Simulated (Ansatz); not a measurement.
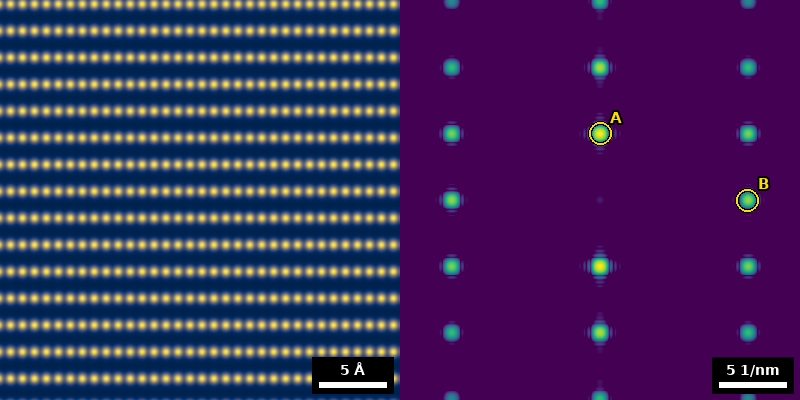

Z-contrast image of Al (Fm-3m, No. 225) along [210]. Simulation: incoherent imaging, intensity Z^1.6 per atom, probe width 0.50 Å, thin sample. The display is stretched by a gamma of 0.65; percentages refer to the linear signal. Structure: the geometry given to an electronic-structure calculation, possibly off equilibrium.

The right panel is the modulus of the image's Fourier transform on a logarithmic scale.

a = 4.013 Å, b = 4.013 Å, c = 4.013 Å, α = 90.00°, β = 90.00°, γ = 90.00°

Question: Index the marked spots and give their plane spacings (the zone axis points at the viewer; indices equivalent by symmetry, or all signs reversed, are as good).

Answer: A: (0 0 -2), d = 2.01 Å; B: (2 -4 0), d = 0.90 Å. A and B enclose 90°, and every spot obeys the zone law hu + kv + lw = 0 for [210].
